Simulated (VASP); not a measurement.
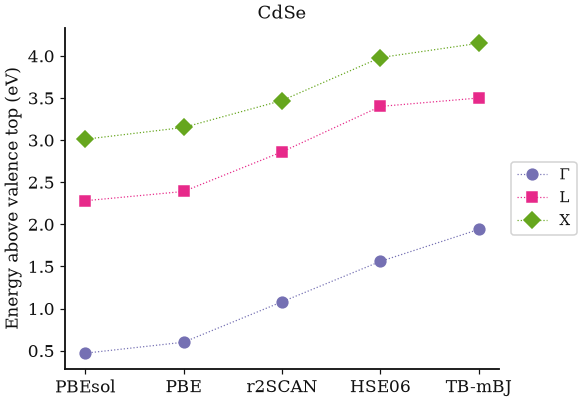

Lowest conduction level at each named k point, counted from the valence-band top at Γ, by several methods on one cell of zincblende CdSe, space group F-43m (No. 216), 2 atoms in the primitive cell; cubic a = 6.092 Å. All runs are without spin-orbit coupling and carry no moments.

| method | program | Γ (eV) | L (eV) | X (eV) |
| --- | --- | --- | --- | --- |
| PBEsol | VASP | 0.47 | 2.28 | 3.01 |
| PBE | VASP | 0.60 | 2.39 | 3.15 |
| r2SCAN | VASP | 1.08 | 2.86 | 3.47 |
| HSE06 | VASP | 1.56 | 3.40 | 3.98 |
| TB-mBJ | VASP | 1.94 | 3.50 | 4.15 |

What does PBE0 give? It was run as: PBE0, VASP PAW PBE potentials, release 64 (Cd, Se), 6×6×6 k mesh, 520 eV cutoff, Gaussian smearing of 0.03 eV (VASP 6.6.1).

PBE0 keeps the long-range exact exchange that HSE06 screens off, so it lies above HSE06, here by 0.59 eV at Γ. PBE0 gives 2.15 eV at Γ, 4.04 eV at L and 4.62 eV at X, which is +1.55 eV from PBE at Γ.

Does PBE0 shift these levels rigidly from PBE?

The shifts are +1.55 eV at Γ, +1.65 eV at L and +1.47 eV at X: a spread of 0.18 eV on a mean of 1.56 eV, so one shift describes them well.

How do the methods rank at Γ?

From low to high: PBEsol 0.47, PBE 0.60, r2SCAN 1.08, HSE06 1.56, TB-mBJ 1.94, PBE0 2.15 eV.

Settings. PBEsol: VASP PAW PBE potentials, release 64 (Cd, Se), 8×8×8 k mesh, 600 eV cutoff, Gaussian smearing of 0.03 eV (VASP). PBE: VASP PAW PBE potentials, release 64 (Cd, Se), 8×8×8 k mesh, 520 eV cutoff, Gaussian smearing of 0.03 eV (VASP 6.6.1). r2SCAN: VASP PAW PBE potentials, release 64 (Cd, Se), 8×8×8 k mesh, 520 eV cutoff, Gaussian smearing of 0.03 eV (VASP 6.6.1). HSE06: VASP PAW PBE potentials, release 64 (Cd, Se), 6×6×6 k mesh, 520 eV cutoff, Gaussian smearing of 0.03 eV (VASP). TB-mBJ: VASP PAW PBE potentials, release 64 (Cd, Se), 8×8×8 k mesh, 520 eV cutoff, Gaussian smearing of 0.03 eV (VASP).

These are six of the 8 methods that were run on this cell. Spin-orbit coupling is left out, which matters for Se. PBEsol, r2SCAN, HSE06, TB-mBJ and PBE0: the PAW data sets were made with another functional. The usual form of CdSe is wurtzite, though both occur. The cell was derived from a database entry in an earlier step, so it needn't be the measured one. LDA, GGA and most meta-GGA functionals understate gaps. The usual form of CdSe is wurtzite, though both occur. TB-mBJ: this is a model potential built to give gaps, with no total energy.
